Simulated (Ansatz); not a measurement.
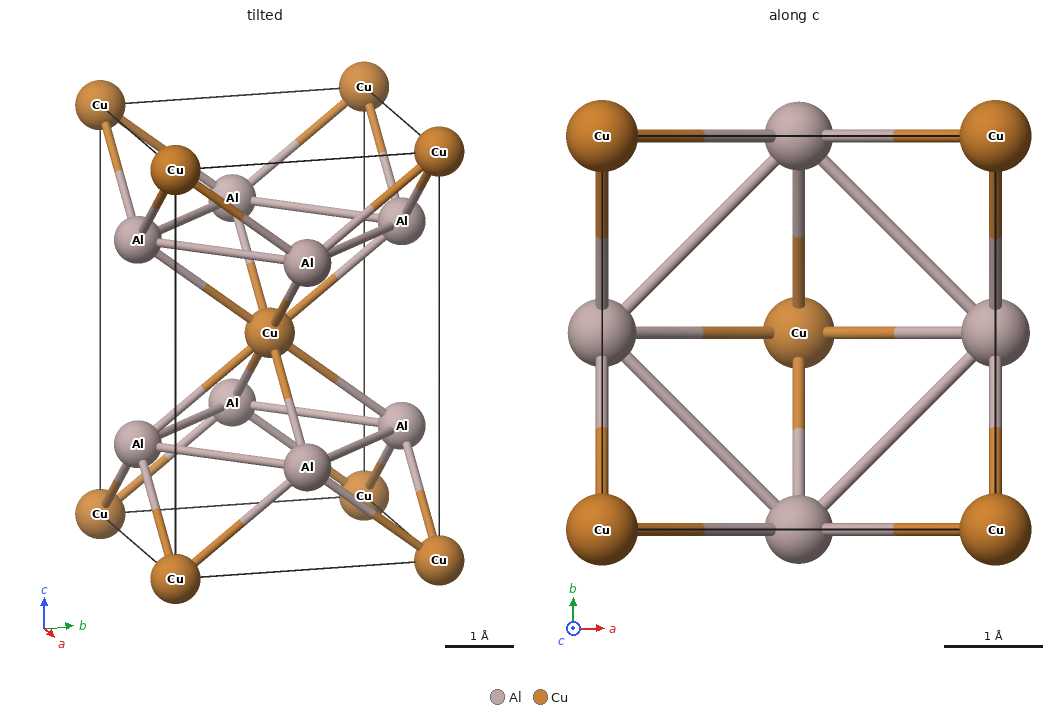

Ball-and-stick representation of a periodic structure, projected slightly off an axis and along the c axis. Atoms at the boundary of the conventional unit cell (the box) are drawn once for each face, edge or corner they touch.

Al₂Cu, space group I4/mmm (No. 139), a = 4.05 Å, b = 4.05 Å, c = 6.24 Å, α = 90.00°, β = 90.00°, γ = 90.00°.

Calculation details: Ansatz 0.2.0, DFT r2SCAN, scalar-relativistic, plane waves, PAW; wavefunction cutoff 500 eV, k-points about 0.14 Å⁻¹ apart, Gaussian smearing of 0.15 eV, no spin polarisation.

### How large a gap does the method give, if there is one?

A metal: bands cross the Fermi level.

### Which way would the volume go on relaxing?

The computed pressure is -7.1 GPa (stretched: it would shrink). The stress isn't hydrostatic: its largest component is 11.5 GPa.

It goes back to a structure listed in the Materials Project. The cell was then strained or its atoms displaced on purpose. It was the input of a calculation with Ansatz.

At this level of theory the run's own cell isn't at rest (stretched, at -7 GPa), so its distances can differ from those at equilibrium, the more so the softer the solid.
